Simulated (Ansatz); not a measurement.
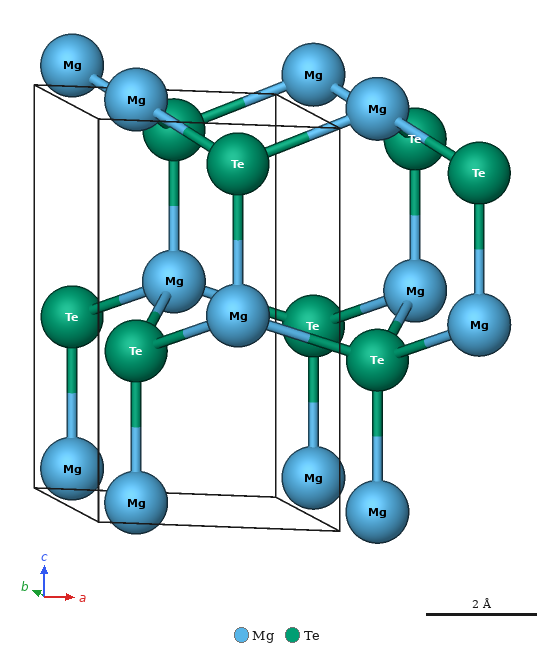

This is crystalline MgTe (built on the wurtzite type) at its r2SCAN-relaxed geometry. Style: ball-and-stick. Shown: the cell of the calculation, repeated 2 × 2 × 1 with one cell outlined, slightly off an axis.

Level of theory: DFT, PBE, plane waves, PAW (Ansatz). Set-up: plane-wave cutoff 420 eV; k-point mesh 6 × 6 × 4; occupations fermi dirac; smearing width 0.02 eV; no spin polarisation.

Change: The cell is strained by −1.6 % along c and +2.0 % across it (volume +2.4 %). The atoms and the free axis were relaxed with r2SCAN under that strain, and this is a single point on that geometry.

Input
```yaml
crystal:
  lattice:
    - [4.6691883279, 0.0, 0.0]
    - [-2.3345941639, 4.043635707, 0.0]
    - [0.0, 0.0, 7.3343600228]
  atoms:
    - { symbol: Mg, position: [0.3333333333, 0.6666666667, -0.0041461427] }
    - { symbol: Mg, position: [0.6666666667, 0.3333333333, 0.4958538573] }
    - { symbol: Te, position: [0.3333333333, 0.6666666667, 0.3791461427] }
    - { symbol: Te, position: [0.6666666667, 0.3333333333, 0.8791461427] }
kpoints:
  mp_grid: { grid: [6, 6, 4] }
  band_path:
    path:
      - [0.0, 0.0, 0.0]
      - [0.5, 0.0, 0.0]
      - [0.3333333333, 0.3333333333, 0.0]
      - [0.0, 0.0, 0.5]
      - [0.5, 0.0, 0.5]
      - [0.3333333333, 0.3333333333, 0.5]
    npoints: 1
hamiltonian:
  xc: pbe
scf:
  occupations: { method: fermi_dirac, width: 0.02 }
  n_extra_bands: 5
output:
  forces: true
  stress: true
  eigenvalues: true
```

Launched with:
```bash
ansatz run input.yaml --threads 4 --pin off --max-ram 4608MiB --backend cpu --events-out ev --progress --plain --runs-dir out
```

**What does the calculation give for the changed structure?**

It costs 1.4 meV per atom. The pressure goes from 0.7 to −0.2 GPa. The principal stresses (compression positive) are 0.6 GPa along c and −0.5 GPa across it. The forces stay under 0.01 eV/Å. Near-neighbour distances before and after: Mg–Te 2.801 → 2.811 to 2.828 Å. The space group stays P6_3mc (No. 186).

Drawn alike, the variant:

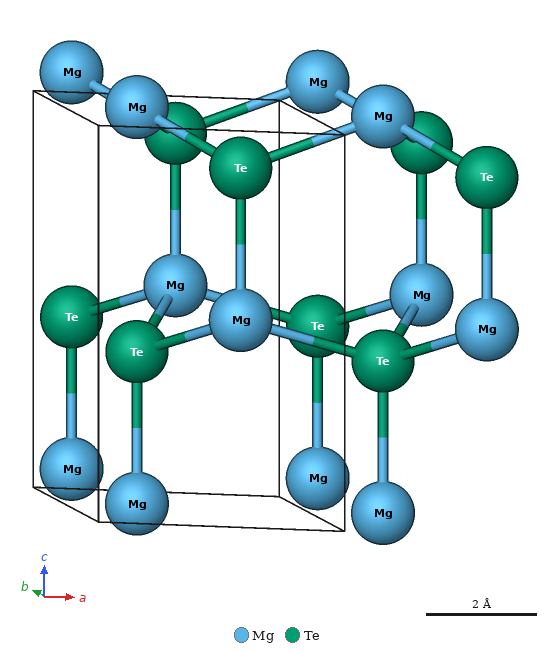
